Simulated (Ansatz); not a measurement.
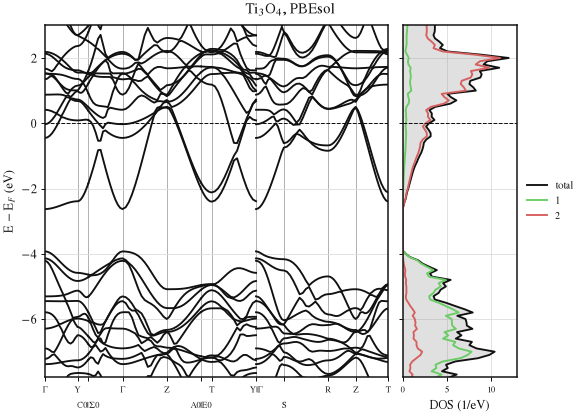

Band structure and density of states. Energies are counted from the Fermi level. The partial curves are projected on Löwdin-orthogonalised atomic shells.

The material is Ti₃O₄, space group Cmmm (No. 65), 7 atoms in the cell.

Level of theory: DFT PBEsol, scalar-relativistic, plane waves, PAW, no spin polarisation, 8×8×12 k mesh, 420 eV cutoff, Gaussian smearing of 0.1 eV; code Ansatz 0.2.0.

> The numbered curves are projections. Which is which? The candidates: O 2p, Ti 3d.

1 is O 2p; 2 is Ti 3d.

> Metal, semiconductor or insulator?

A metal: bands cross the Fermi level along this path.
